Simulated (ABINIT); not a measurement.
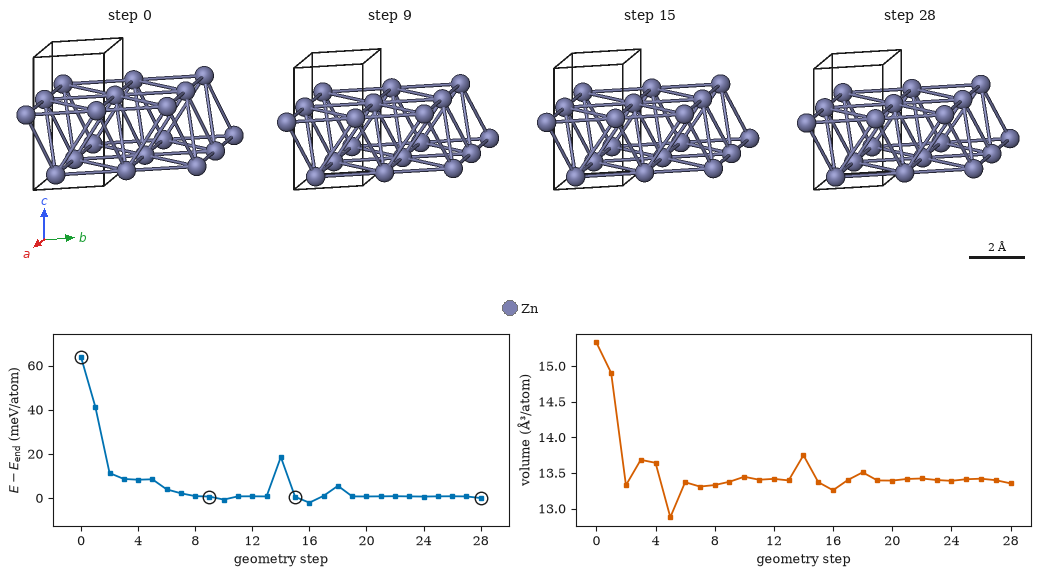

Frames of a relaxation of solid Zn (set up in P6_3/mmc), marked on the history of the run. Style: ball-and-stick. Shown: the cell of the calculation, repeated 3 × 3 × 1 with one cell outlined, slightly off an axis.

The run lets cell and atoms move.

Theory: Kohn-Sham DFT of a periodic cell, LDA, JTH PAW LDA v2.0 in ABINIT 10.8.3.

Input
```
# Pseudopotentials
pp_dirpath "./"
pseudos "Zn.LDA_PW-JTH.xml"

# Structure
acell 3*1.0 Angstrom
rprim
     2.6700000000     0.0000000000     0.0000000000
    -1.3350000000     2.3122878281     0.0000000000
     0.0000000000     0.0000000000     4.9660000000
ntypat 1
znucl 30
natom 2
typat 1 1
xred
     0.6666666667     0.3333333333     0.7500000000
     0.3333333333     0.6666666667     0.2500000000
chkprim 0
chksymtnons 0
tolsym 1.0e-6

# Plane-wave basis
ecut 22.0
pawecutdg 44.0

# k points
kptopt 1
ngkpt 11 11 6
nshiftk 1
shiftk 0.0 0.0 0.0

# Exchange and correlation
ixc 7

# Bands and occupations
nband 16
occopt 3
tsmear 0.05 eV

# SCF cycle
nstep 100
tolvrs 1.0e-9

# Output
iomode 3
prtwf 0
prtden 0
prteig 0
prtebands 0
enunit 1

# Relaxation
ionmov 2
ntime 60
tolmxf 0.0002
optcell 2
dilatmx 1.08
ecutsm 0.5
```

Command:
```bash
abinit run.abi > log 2>&1
```

Describe the path.

Answer. The run was cut off at its time limit before the relaxation converged, so the last structure is only a point on the way. The atoms keep their places relative to the cell (all moves are under 0.005 Å). The volume changes by −12.9 %, with a = b 2.670 → 2.611 Å (−2.2 %), c 4.966 → 4.524 Å (−8.9 %). Some distances before and after: Zn–Zn 2.923 → 2.718 Å, Zn–Zn 2.670 → 2.611 Å. The space group stays P6_3/mmc (No. 194). Over 28 geometry steps the energy falls by 63.8 meV per atom. All forces vanish by symmetry, so only the cell relaxes. Pressure: −9.18 GPa at the start and −0.08 GPa at the end. From step 0 to 9: volume −12.7 %, energy −63.2 meV per atom. From step 9 to 15: energy −0.1 meV per atom. From step 15 to 28: volume −0.1 %, energy −0.6 meV per atom.
